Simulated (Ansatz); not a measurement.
## Run report: PbS, single-point calculation

PbS (Fm-3m, 2 atoms in the cell), computed with DFT, PBE, plane waves, PAW, no spin polarisation (Ansatz 0.2.0).

The structure was built on a prototype by a generator. The geometry comes from this level: r2SCAN (a point of a series of strains). It belongs to a series of runs on one base structure; here: hydrostatic strain -2.0%. Figures and captions count atoms from 1; the log counts them from 0 in places.

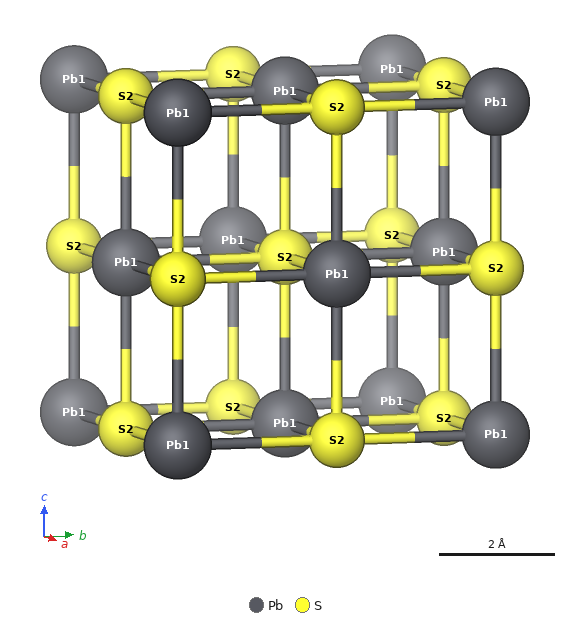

Fig. 1: The input geometry (ball-and-stick view of the cell 4 times as large as that of the calculation, set on its symmetry axes, seen slightly off an axis; atoms are numbered from 1 in the order of the input). An atom can appear more than once, as a periodic image.

## Input
```yaml
crystal:
  lattice:
    - [0.0, 2.9274880227, 2.9274880227]
    - [2.9274880227, 0.0, 2.9274880227]
    - [2.9274880227, 2.9274880227, 0.0]
  atoms:
    - { symbol: Pb, position: [0.0, 0.0, 0.0] }
    - { symbol: S, position: [0.5, 0.5, 0.5] }
kpoints:
  mp_grid: { grid: [8, 8, 8] }
  band_path:
    path:
      - [0.0, 0.0, 0.0]
      - [0.5, 0.0, 0.5]
      - [0.625, 0.25, 0.625]
      - [0.375, 0.375, 0.75]
      - [0.5, 0.5, 0.5]
      - [0.5, 0.25, 0.75]
      - [0.0, 0.0, 0.5]
    npoints: 1
hamiltonian:
  xc: pbe
scf:
  occupations: { method: fermi_dirac, width: 0.02 }
  n_extra_bands: 4
output:
  forces: true
  stress: true
  eigenvalues: true
  write_density: true
  write_potential: true
  elf: true
  volumetric_format: npy
```

Command:
```bash
ansatz run input.yaml --threads 2 --pin off --max-ram 29491MiB --backend cpu --events-out ev --progress --plain --runs-dir out
```

## The program's output
```
scf.n_extra_bands = 4 over 10 filled bands (N_el = 20.0): the run solves 14 bands
Engine: ansatz 0.2.0, x86_64-unknown-linux-gnu
Pseudopotentials: kind: paw
Pseudopotential: Pb, paw, valence charge 14, recommended cutoff 420 eV (normal), Pb.paw.azcp
Pseudopotential: S, paw, valence charge 6, recommended cutoff 420 eV (normal), S.paw.azcp
Functional definition: PBE
  parameter kappa = 0.804
  parameter beta = 0.06672455060314922
  exchange = pbe_x(kappa = kappa, mu = beta*pi^2/3)
  correlation = pbe_c(beta = beta)
Crystal: 2 atoms, lattice volume = 50.178 Å³
Basis set: ecut = 420 eV, 941 PW (Γ), exchange–correlation on 60×60×60 points (8 copies of the dense FFT grid, shifted against one another)
Bands: 14, of which v1, the nominal top of the filled ones, is band 10 counted from 1 (9 counted from 0)
Symmetry: 48 space group operations
Space group: Fm-3m (ITA 225), of the structure as read, at distance tolerance 3.7e-5 Å
k-points: 29 of 512
Non-local potential: Pb, projectors of the file, l = 0: 2, l = 1: 2, l = 2: 2, l = 3: 2
Non-local potential: S, projectors of the file, l = 0: 2, l = 1: 2, l = 2: 2
PAW form: soft (Blöchl's): semilocal exchange-correlation on the pseudo side does not see the compensation charge
PAW one-centre angular grid: Pb, 590 points (default); XC on 64 Gauss nodes
PAW one-centre angular grid: S, 110 points (default); XC on 64 Gauss nodes
Initial density: superposition of atomic densities (neutral atoms: chi_scale 0, normalization atom), corrected by the library's trained network
Initial wavefunctions: pseudopotential atomic-orbital guess
Functional: x = pbe(κ = 0.804, μ = 0.2195149727645171), c = pbe(β = 0.06672455060314922)
SCF iter   1: F=—  HF=-12809.515314 eV  |F-HF|=—  |Δ(HF+E_count)|=         —  Δρ=7.95e-4  dr2=4.05e-4  ethr=1.77e-3  ⟨swp⟩=6.5  Hψ=2509  notcnv=0
preconditioner: auto → none  [insulator: Δε(μ)=0.209 eV  Ē_g=15.587 eV  σ=0.020 eV  W_gap=0.99  n_scr=14 (ndim 8)  ℏωp=23.4 eV  f_vac=0.000  D(μ)=0.01/eV (n_scr^D=0)  ε∞_Penn≈3.3]
SCF iter   2: F=—  HF=-12809.514102 eV  |F-HF|=—  |Δ(HF+E_count)|=   1.21e-3  Δρ=5.11e-4  dr2=1.39e-4  ethr=2.02e-6  ⟨swp⟩=2.2  Hψ=988  notcnv=0
SCF iter   3: F=—  HF=-12809.514094 eV  |F-HF|=—  |Δ(HF+E_count)|=   7.93e-6  Δρ=2.17e-4  dr2=2.53e-5  ethr=6.94e-7  ⟨swp⟩=2.4  Hψ=669  notcnv=0
SCF iter   4: F=—  HF=-12809.514112 eV  |F-HF|=—  |Δ(HF+E_count)|=   1.88e-5  Δρ=5.26e-5  dr2=1.37e-6  ethr=1.27e-7  ⟨swp⟩=2.0  Hψ=676  notcnv=0
iter 5 did not close the SCF: its close was put off for the readings that it lacked (scf_convergence_deferred on its scf_iter line)
SCF iter   5: F=-12809.514112 eV  HF=-12809.514112 eV  |F-HF|=7.66e-8  |Δ(HF+E_count)|=   4.04e-7  Δρ=1.15e-5  dr2=7.96e-8  ethr=6.85e-9  ⟨swp⟩=2.0  Hψ=610  notcnv=0
SCF iter   6: F=-12809.514112 eV  HF=-12809.514112 eV  |F-HF|=4.17e-10  |Δ(HF+E_count)|=   4.35e-8  Δρ=1.08e-6  dr2=6.33e-10  ethr=3.98e-10  ⟨swp⟩=6.4  Hψ=2540  notcnv=0
SCF 1 converged in 6 iterations: F = -12809.514112 eV  dr2 = 6.33e-10
  greatest PAW one-centre occupation: 0.982 electrons in one spin orbital (limit 2), on the Pb atom at site 0 (counted from 0), in its partial waves of l = 2
```

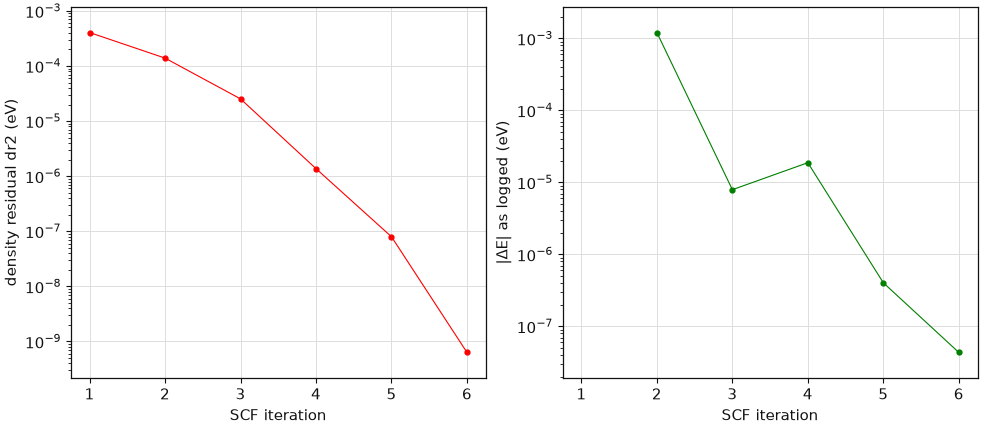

Fig. 2: Convergence of the self-consistent field: density residual dr2 and size of the energy change against the SCF iteration. The residual falls at every step.

```
NSCF: frozen V_eff on 7 k-points
SCF converged after 6 iterations
Free energy (F): -12809.514112 eV
Harris-Foulkes:  -12809.514112 eV  (|F-HF|=4.17e-10)
Internal energy: -12809.514089 eV  (E = F + TS)
E sigma→0 (E₀):  -12809.514101 eV
Entropy (-TS):   -0.000023 eV (-0.012 meV/atom)
Fermi energy:    9.235372 eV
--- Per-component energies (eV) ---
  E_band       = -45.323702
  E_kinetic    = 395.016397
  E_local      = -1192.678299  (includes V_loc(G=0)·N_el)
  E_nonlocal   = 378.650807
  E_hartree    = 465.252642
  E_xc         = -319.138348
  E_vxc        = -221.311885  (∫ρ·V_xc dr)
  E_paw        = -11003.481519  (= ΣΔE_a)
  E_vpaw       = -335.505864  (= ΣTr[D̂ρ^β])
  E_aug_tail   = 0.000051  (compensation charges beyond the density's cutoff)
  E_ewald      = -1533.135821
  E_smearing   = -0.000023  (= −TS)
  E_closure    = 0.000000  (closes the sum)
  Σ components = -12809.514112   (vs F -12809.514112, Δ=0.00e0)
--- Forces (eV/Å), atoms counted from 1 ---
  atom   1  Pb    -0.00000000     0.00000000     0.00000000
  atom   2  S      0.00000000    -0.00000000    -0.00000000
  max |Σ_I F_I| component: 3.16e-30 eV/Å
--- Stress (GPa, compression-positive) ---
        4.859042      -0.000000       0.000000
       -0.000000       4.859042      -0.000000
        0.000000      -0.000000       4.859042
  P = ⅓ Tr σ = 4.8590 GPa (48.590 kbar)
--- Band table (eV; the first three rows and the last of 29) ---
  k-point 0: bands = ["-7.8223", "-7.8223", "-7.8223", "-7.8075", "-7.8075", "-4.8829", "3.1247", "6.7029", "6.7029", "6.7029", "14.4099", "14.4099", "14.4099", "15.6711"]
  k-point 1: bands = ["-7.8216", "-7.8198", "-7.8198", "-7.8078", "-7.8078", "-4.7414", "2.5996", "6.7483", "6.7483", "7.1066", "13.0939", "13.5468", "13.5468", "15.6821"]
  k-point 2: bands = ["-7.8294", "-7.8294", "-7.8205", "-7.7924", "-7.7924", "-4.3465", "1.5172", "6.8768", "6.8768", "7.8511", "11.4161", "12.2642", "12.2642", "15.8834"]
  k-point 28: bands = ["-7.9441", "-7.8068", "-7.8036", "-7.8036", "-7.7515", "-3.0012", "0.9876", "4.3404", "4.3404", "7.9708", "11.2411", "13.7360", "13.7360", "17.2972"]
```

## File bands.tsv
```
# k_distance	band_0	band_1	band_2	band_3	band_4	band_5	band_6	band_7	band_8	band_9	band_10	band_11	band_12	band_13
# fermi_ev = 9.235372
# lock_threshold_ev = 1e-6
# [0, 0, 0] at k_distance = 0.000000
# [0.5, 0, 0.5] at k_distance = 1.073136
# [0.625, 0.25, 0.625] at k_distance = 1.452547
# [0.375, 0.375, 0.75] at k_distance = 2.109706
# [0.5, 0.5, 0.5] at k_distance = 2.766865
# [0.5, 0.25, 0.75] at k_distance = 3.525686
# [0, 0, 0.5] at k_distance = 4.284508
# levels_relative_to = fermi_ev
# free_energy_ev = -12809.514112
# largest_residual_norms_ev = 1.142e-3 1.107e-3 1.038e-3 1.035e-3 1.000e-3 9.050e-4 7.326e-4 1.360e-3 1.438e-3 1.388e-3 1.694e-3 1.482e-3 1.771e-3 1.972e-3
0.000000	-17.057687	-17.057687	-17.057687	-17.042912	-17.042912	-14.118260	-6.110660	-2.532468	-2.532468	-2.532468	5.174536	5.174536	5.174536	6.435715
1.073136	-17.233397	-17.087830	-17.012997	-16.986843	-16.986843	-12.273330	-7.407092	-5.701899	-3.864138	-3.864138	3.518027	5.550553	5.678383	5.678383
1.452547	-17.184316	-17.062098	-17.035322	-17.007226	-16.996306	-12.290423	-8.294041	-5.263796	-3.336712	-2.797323	3.156756	4.016693	4.958863	6.044452
2.109706	-17.184316	-17.062098	-17.035322	-17.007226	-16.996306	-12.290423	-8.294041	-5.263796	-3.336712	-2.797323	3.156756	4.016693	4.958863	6.044452
2.766865	-17.082392	-17.082392	-17.055334	-17.001774	-17.001774	-12.779183	-9.238138	-2.108273	-2.108273	-0.102092	0.102092	1.710919	1.710919	8.550328
3.525686	-17.179503	-17.042174	-17.039002	-17.039002	-16.986835	-12.236537	-8.247777	-4.894998	-4.894998	-1.264566	2.005705	4.500593	4.500593	8.061804
4.284508	-17.082392	-17.082392	-17.055334	-17.001774	-17.001774	-12.779183	-9.238138	-2.108273	-2.108273	-0.102092	0.102092	1.710919	1.710919	8.550328
```

## File rho_z.tsv
```
# z_ang	rho[e/angstrom^3]
# format = ansatz-planar-average/11
# lattice	0.000000000	2.927488023	2.927488023
# lattice	2.927488023	0.000000000	2.927488023
# lattice	2.927488023	2.927488023	0.000000000
# sites	2
# site	82	0.000000000	0.000000000	0.000000000
# site	16	2.927488023	2.927488023	2.927488023
0.000000	7.767917e-1
0.138003	7.514162e-1
0.276006	6.826225e-1
0.414009	5.881595e-1
0.552012	4.877249e-1
0.690016	3.972581e-1
0.828019	3.274180e-1
0.966022	2.832338e-1
1.104025	2.636171e-1
1.242028	2.622389e-1
1.380031	2.703728e-1
1.518034	2.799479e-1
1.656037	2.855951e-1
1.794040	2.859735e-1
1.932044	2.835977e-1
2.070047	2.822319e-1
2.208050	2.835977e-1
2.346053	2.859735e-1
2.484056	2.855951e-1
2.622059	2.799479e-1
2.760062	2.703728e-1
2.898065	2.622389e-1
3.036068	2.636171e-1
3.174072	2.832338e-1
3.312075	3.274180e-1
3.450078	3.972581e-1
3.588081	4.877249e-1
3.726084	5.881595e-1
3.864087	6.826225e-1
4.002090	7.514162e-1
```

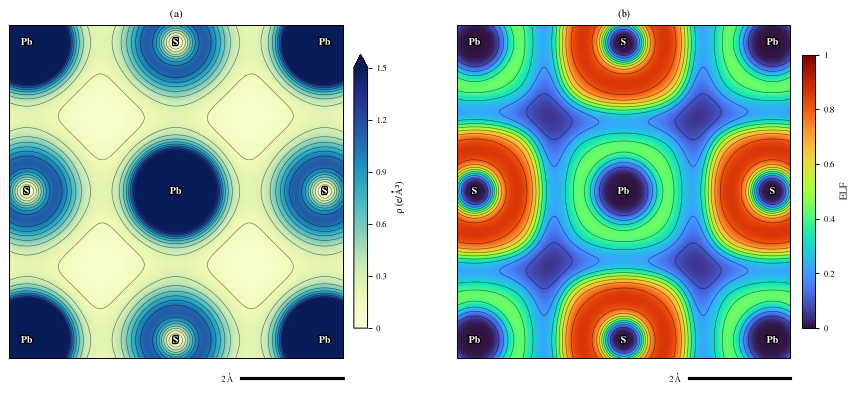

Fig. 3: (a) valence electron density; (b) ELF on the (010) plane of the conventional cell. Atoms in the plane: Pb and S. Pb–S (2.93 Å): the density is about 0.24 e/Å³ at the midpoint; the ELF peaks at about 0.85 in the valence shell of S, 0.8 Å from its nucleus, and drops to about 0.25 between the two atoms. Away from the nuclei the density in this plane falls to 0.05 e/Å³ at its lowest. The fields are those of the smooth PAW valence density.

## Key numbers

```json
{"quantity": "outcome", "value": "converged"}
{"quantity": "space group (tolerance 0.01 Å)", "value": "Fm-3m (225)"}
{"quantity": "electrons treated", "value": "20"}
{"quantity": "free energy", "value": "−12809.5141 eV"}
{"quantity": "Fermi energy", "value": "9.235 eV"}
{"quantity": "band gap", "value": "0.20 eV"}
{"quantity": "pressure", "value": "4.86 GPa"}
{"quantity": "largest force (length of the vector)", "value": "under 0.001 eV/Å"}
{"quantity": "hardware", "value": "2 threads of AMD EPYC (Zen 3), 1656 GiB of memory available, shared host"}
{"quantity": "wall time", "value": "0.81 s (CPU time 1.4 s)"}
{"quantity": "peak memory", "value": "0.45 GiB"}
```

## Notes

Spin–orbit coupling is left out, which matters for Pb.
